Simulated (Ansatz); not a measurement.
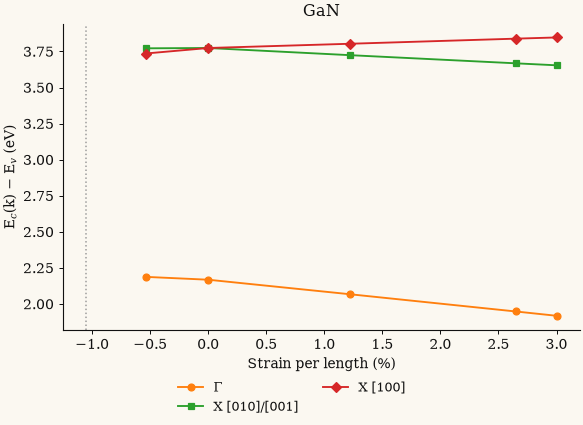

Lowest conduction level at each named k point, counted from the valence-band top at Γ. One run is left out (dotted line).

System: zincblende GaN, space group F-43m (No. 216), 2 atoms in the primitive cell, relaxed with r2SCAN; unstrained, cubic a = 4.498 Å. The cell is strained along x with the other two lengths held; symmetry fixes the atoms. Points keep the names of the unstrained cell; those that the strain makes unlike carry their directions on the cubic axes x, y, z. Computed with Ansatz 0.2.0: r2SCAN, Ansatz PAW set, no spin polarisation, no spin-orbit coupling, 10×10×10 k mesh, 500 eV cutoff, fixed occupations.

```
 strain  Γ (eV)  X [010]/[001] (eV)  X [100] (eV)
−0.54 %    2.19                3.77          3.74
    0 %    2.17                3.77          3.77
+1.22 %    2.07                3.72          3.80
+2.65 %    1.95                3.67          3.84
   +3 %    1.92                3.65          3.85
```

What does the missing run, at −1.05 %, give?

Answer. Fits through the other points give 2.24 eV at Γ, 3.80 eV at X [010]/[001] and 3.73 eV at X [100] (straight lines). The run itself gives 2.21, 3.77 and 3.70 eV, within 0.03 eV of the estimates.

How does the strain split the X points of the conduction band?

Answer. Unstrained, the X points are equivalent. At +3 % the lowest conduction level is 3.65 eV at X [010]/[001] and 3.85 eV at X [100] above the valence top, a splitting of 0.19 eV, or 64 meV for each 1 % of strain on average.

The strain splits the threefold valence top at Γ, and levels count from its highest part. The PAW data sets were made with another functional. LDA, GGA and most meta-GGA functionals understate gaps. The usual form of GaN is wurtzite.
